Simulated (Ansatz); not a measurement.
Bi

Input file:

```
crystal:
  lattice:
    - [2.2677307065, 1.2869865508, 3.8608073076]
    - [-2.3427309212, 1.2951238896, 3.9012212419]
    - [-0.0304529652, -2.5927862403, 3.8845575306]
  atoms:
    - { symbol: Bi, position: [0.2176755571, 0.2374555863, 0.2240679411] }
    - { symbol: Bi, position: [0.7823244429, 0.7625444137, 0.7759320589] }
basis:
  ecutwfc: 420
kpoints:
  mp_grid: { grid: [10, 10, 10] }
hamiltonian:
  xc: pbesol
scf:
  occupations: { method: gaussian, width: 0.1 }
output:
  forces: true
  stress: true
  eigenvalues: true
  populations: true
  write_density: true
  write_potential: true
  elf: true
  volumetric_format: npy
```

Command:

```sh
ansatz run input.yaml --threads 1 --pin off --max-ram 1331MiB --backend cpu --events-out ev --progress --plain --runs-dir out
```

Below, planes, directions and counts refer to the conventional cell (a = 4.51 Å, b = 4.52 Å, c = 4.66 Å, α = 90.48°, β = 118.78°, γ = 118.62°).

Space group P-1; changed on purpose from its base cell (all atoms moved at random, cell strained at random); not relaxed (largest force 1.2 eV/Å); computed pressure about 2 GPa in this cell.

Level of theory: Ansatz 0.2.0, DFT PBEsol, scalar-relativistic, plane waves, PAW.

Question: What can the converged valence pseudo-density and electron localisation function tell about the bonding?

Answer: Bi–Bi (2.90 Å): the density is about 0.37 e/Å³ at the midpoint; the ELF reaches about 0.50 near the midpoint.
Bi–Bi (2.96 Å): ρ is about 0.34 e/Å³ halfway; the ELF is about 0.50 at the midpoint.
Bi–Bi (3.07 Å): the density is about 0.28 e/Å³ at the midpoint; the ELF is about 0.50 at the midpoint.

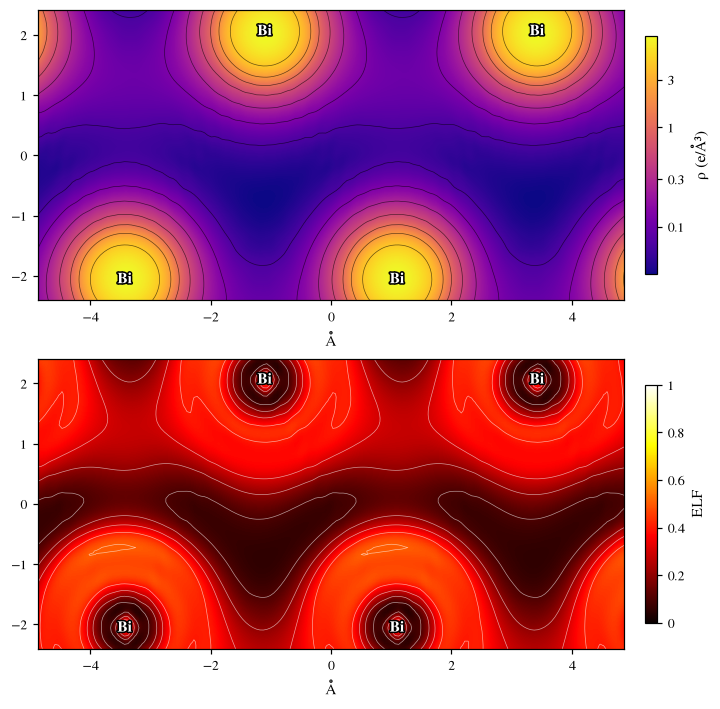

Computed valence pseudo-density and electron localisation function on the (101̄) plane of the conventional cell, in this order. 

The density is the valence pseudo-density of a PAW calculation; it isn't the true density close to the nuclei.
